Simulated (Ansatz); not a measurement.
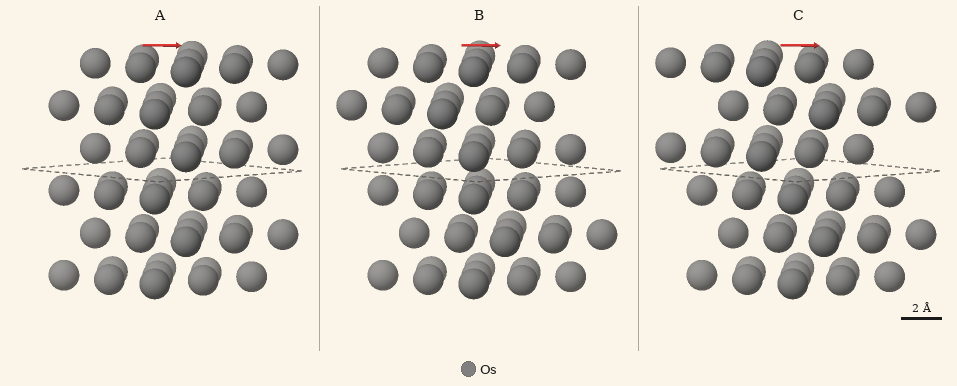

Energy scan for a crystal of Os (P6_3/mmc), in which the crystal above a cut along the (0 0 1) plane of the conventional cell (between a plane of Os below and one of Os above, 2.18 Å apart) is slid rigidly by fractions of an in-plane lattice vector 4.77 Å long (a generalised stacking fault). One cut stands in each cell, which starts 13.1 Å high; nothing is relaxed, and the dashed outline marks the cut, the arrow on top the direction of slip. A spheres-only model of the layers on both sides of the cut, seen from the side, nearly along the cut plane.

Method: DFT PBE, scalar-relativistic, plane waves, PAW in Ansatz. (plane-wave cutoff 420 eV; k-point mesh 24 × 24 × 5; occupations gaussian; smearing width 0.15 eV; no spin polarisation). Energies (free energies at the smearing named) are counted from the relaxed crystal.

Rank the frames from lowest to highest energy.

Answer. Lowest first: A (the slip 0.00, 0 mJ/m²), C (the slip 0.333, 850 mJ/m²), B (the slip 0.667, 5030 mJ/m²). Over the whole scan: the curve starts and ends at zero, since a full lattice vector restores the crystal. Its highest computed point is 5030 mJ/m² at slip 0.667. The points are too sparse to place its extrema closely. Relaxation across the fault would lower the values.
